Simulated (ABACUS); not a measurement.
Run report: KCl, relaxation of cell and atoms

- system: KCl (2 atoms in the cell)
- method: Kohn-Sham DFT of a periodic cell, HLE16, SSSP 1.3 efficiency PBE (ABACUS 3.10.1)

The structure derives from an entry of the Crystallography Open Database.

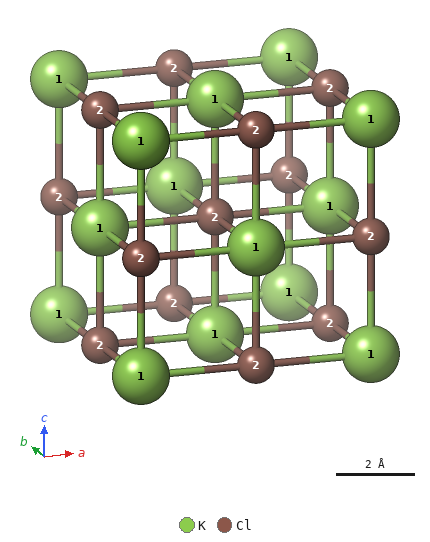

*The input geometry (ball-and-stick view of the cell 4 times as large as that of the calculation, set on its symmetry axes, seen slightly off an axis; atoms are numbered from 1 in the order of the input).*

**Input**
```python
"""Relaxation by an ASE optimiser with ABACUS as a small file-based calculator."""
import re
import subprocess
import numpy as np
from ase.calculators.calculator import Calculator, all_changes
from ase.filters import FrechetCellFilter
from ase.io import read
from ase.optimize import LBFGS
from ase.stress import full_3x3_to_voigt_6_stress
from ase.units import Bohr, GPa

atoms = read("KCl.xyz")
atoms = atoms[(-atoms.numbers).argsort(kind="stable")]  # ABACUS lists atoms element by element
pseudo = {'K': 'K.pbe-spn-kjpaw_psl.1.0.0.UPF', 'Cl': 'cl_pbe_v1.4.uspp.F.UPF'}
orbital = {}
magmoms = None
kmesh = [6, 6, 6]
params = {
    'suffix': 'KCl',
    'calculation': 'scf',
    'basis_type': 'pw',
    'pseudo_dir': './',
    'symmetry': 1,
    'dft_functional': 'GGA_XC_HLE16',
    'ecutwfc': 55,
    'pseudo_rcut': 10,
    'nspin': 1,
    'nbands': 12,
    'ks_solver': 'dav',
    'smearing_method': 'fd',
    'smearing_sigma': 0.00367493,
    'scf_thr': 1e-08,
    'scf_nmax': 100,
    'mixing_type': 'broyden',
    'mixing_beta': 0.7,
    'cal_force': 1,
    'cal_stress': 1,
    'ecutrho': 440,
    'kpar': 4,
}


def write_input(atoms):
    symbols = atoms.get_chemical_symbols()
    elements = list(dict.fromkeys(symbols))
    lines = ["ATOMIC_SPECIES"] + [f"{e} {atoms.get_masses()[symbols.index(e)]:.4f} {pseudo[e]}" for e in elements]
    if orbital:
        lines += ["", "NUMERICAL_ORBITAL"] + [orbital[e] for e in elements]
    lines += ["", "LATTICE_CONSTANT", f"{1 / Bohr:.10f}", "", "LATTICE_VECTORS"]
    lines += [" ".join(f"{x:.10f}" for x in v) for v in atoms.cell]
    lines += ["", "ATOMIC_POSITIONS", "Direct"]
    for e in elements:
        lines += ["", e, "0.0", str(symbols.count(e))]
        for i, p in enumerate(atoms.get_scaled_positions(wrap=False)):
            if symbols[i] == e:
                mag = "" if magmoms is None else " mag " + " ".join(str(x) for x in (magmoms[i] if isinstance(magmoms[i], list) else [magmoms[i]]))
                lines.append(" ".join(f"{x:.10f}" for x in p) + " 1 1 1" + mag)
    open("STRU", "w").write("\n".join(lines) + "\n")
    open("KPT", "w").write("K_POINTS\n0\nGamma\n%d %d %d 0 0 0\n" % tuple(kmesh))
    open("INPUT", "w").write("INPUT_PARAMETERS\n" + "".join(f"{k:<20s}{v}\n" for k, v in params.items()))


class Abacus(Calculator):
    implemented_properties = ["energy", "free_energy", "forces", "stress"]

    def calculate(self, atoms=None, properties=("energy",), system_changes=all_changes):
        super().calculate(atoms, properties, system_changes)
        write_input(self.atoms)
        subprocess.run(['mpirun', '-np', '4', 'abacus'], check=True)
        log = open("OUT.KCl/running_scf.log").read()
        if "charge density convergence is achieved" not in log:
            raise RuntimeError("SCF not converged")
        rows = lambda title, n: np.array([l.split()[-3:] for l in log.split(title)[-1].split("\n")[2:2 + n]], float)
        energy = float(re.findall(r"FINAL_ETOT_IS (\S+)", log)[-1])
        stress = -rows("TOTAL-STRESS", 3) / 10 * GPa  # ABACUS prints kbar, compression positive
        self.results = dict(energy=energy, free_energy=energy, forces=rows("TOTAL-FORCE", len(self.atoms)), stress=full_3x3_to_voigt_6_stress(stress))


atoms.calc = Abacus()
opt = LBFGS(FrechetCellFilter(atoms), logfile="opt.log", trajectory="relax.traj")
print("optimiser converged:", opt.run(fmax=0.01, steps=60))
```

**File KCl.xyz**
```
2
Lattice="0.0000000000 3.1464700000 3.1464700000 3.1464700000 0.0000000000 3.1464700000 3.1464700000 3.1464700000 0.0000000000" Properties=species:S:1:pos:R:3 pbc="T T T"
K      0.0000000000      0.0000000000      0.0000000000
Cl     3.1464700000      3.1464700000      3.1464700000
```

**File INPUT**
```
INPUT_PARAMETERS
suffix              KCl
calculation         scf
basis_type          pw
pseudo_dir          ./
symmetry            1
dft_functional      GGA_XC_HLE16
ecutwfc             55
pseudo_rcut         10
nspin               1
nbands              12
ks_solver           dav
smearing_method     fd
smearing_sigma      0.00367493
scf_thr             1e-08
scf_nmax            100
mixing_type         broyden
mixing_beta         0.7
cal_force           1
cal_stress          1
ecutrho             440
kpar                4
```

**File STRU**
```
ATOMIC_SPECIES
K 39.0983 K.pbe-spn-kjpaw_psl.1.0.0.UPF
Cl 35.4500 cl_pbe_v1.4.uspp.F.UPF

LATTICE_CONSTANT
1.8897261258

LATTICE_VECTORS
0.0000000000 3.1464700000 3.1464700000
3.1464700000 0.0000000000 3.1464700000
3.1464700000 3.1464700000 0.0000000000

ATOMIC_POSITIONS
Direct

K
0.0
1
0.0000000000 0.0000000000 -0.0000000000 1 1 1

Cl
0.0
1
0.5000000000 0.5000000000 0.5000000000 1 1 1
```

**File KPT**
```
K_POINTS
0
Gamma
6 6 6 0 0 0
```

Run as:
```bash
OMP_NUM_THREADS=1 python run_abacus.py > log
```

**Output**
```
ABACUS v3.10.1

               Atomic-orbital Based Ab-initio Computation at UStc

 ------------------------------------------------------------------------------------

 READING GENERAL INFORMATION
                           global_out_dir = OUT.KCl/
                           global_in_card = INPUT
                               pseudo_dir = ./
                              orbital_dir =
                                    DSIZE = 4
                                    GSIZE = 1

 READING UNITCELL INFORMATION
                                    ntype = 2
                  lattice constant (Bohr) = 1.88973
              lattice constant (Angstrom) = 1

 READING ATOM TYPE 1
                               atom label = K
                      L=0, number of zeta = 1
                      L=1, number of zeta = 1
                      L=2, number of zeta = 1
             number of atom for this type = 1

 READING ATOM TYPE 2
                               atom label = Cl
                      L=0, number of zeta = 1
                      L=1, number of zeta = 1
                      L=2, number of zeta = 1
             number of atom for this type = 1

                        TOTAL ATOM NUMBER = 2
DIRECT COORDINATES
    atom                   x                   y                   z     mag                  vx                  vy                  vz
taud_K1            0.0000000000        0.0000000000        0.0000000000  0.0000        0.0000000000        0.0000000000        0.0000000000
taud_Cl1            0.5000000000        0.5000000000        0.5000000000  0.0000        0.0000000000        0.0000000000        0.0000000000

                          Volume (Bohr^3) = 420.434
                             Volume (A^3) = 62.3018

 Lattice vectors: (Cartesian coordinate: in unit of a_0)
                   +0            +3.14647            +3.14647
             +3.14647                  +0            +3.14647
             +3.14647            +3.14647                  +0
 Reciprocal vectors: (Cartesian coordinate: in unit of 2 pi/a_0)
            -0.158908           +0.158908           +0.158908
            +0.158908           -0.158908           +0.158908
            +0.158908           +0.158908           -0.158908
 The esolver type has been set to : ksdft_pw

 !!!!!!!!!!!!!!!!!!!!!!!!!!!!!!!!!!!!!!!!!!!!!!!!!!!!!!!!!
                         NOTICE
 !!!!!!!!!!!!!!!!!!!!!!!!!!!!!!!!!!!!!!!!!!!!!!!!!!!!!!!!!

 PAW POTENTIAL IS NOT SUPPORTED
 CHECK IN FILE : OUT.KCl/warning.log

 !!!!!!!!!!!!!!!!!!!!!!!!!!!!!!!!!!!!!!!!!!!!!!!!!!!!!!!!!
                         NOTICE
 !!!!!!!!!!!!!!!!!!!!!!!!!!!!!!!!!!!!!!!!!!!!!!!!!!!!!!!!!
 Check in file : OUT.KCl/warning.log
```

**Standard output**
```
ABACUS v3.10.1

               Atomic-orbital Based Ab-initio Computation at UStc

 !!!!!!!!!!!!!!!!!!!!!!!!!!!!!!!!!!!!!!!!!!!!!!!!!!!!!!!!!
                         NOTICE
 !!!!!!!!!!!!!!!!!!!!!!!!!!!!!!!!!!!!!!!!!!!!!!!!!!!!!!!!!

 PAW POTENTIAL IS NOT SUPPORTED
 CHECK IN FILE : OUT.KCl/warning.log

 !!!!!!!!!!!!!!!!!!!!!!!!!!!!!!!!!!!!!!!!!!!!!!!!!!!!!!!!!
                         NOTICE
 !!!!!!!!!!!!!!!!!!!!!!!!!!!!!!!!!!!!!!!!!!!!!!!!!!!!!!!!!
```

**File warning.log**
```
Pseudopot_upf::read_pseudo_upf201_header  warning : PAW POTENTIAL IS NOT SUPPORTED
```

**What the run reported**

- outcome: refused by the program
- space group (tolerance 0.01 Å): Fm-3m (225)
- electrons treated: 16
- hardware: 4 threads of Intel Xeon @ 2.90GHz (Ice Lake), 16 GiB of memory available, shared host

The program refused the input: “PAW POTENTIAL IS NOT SUPPORTED”
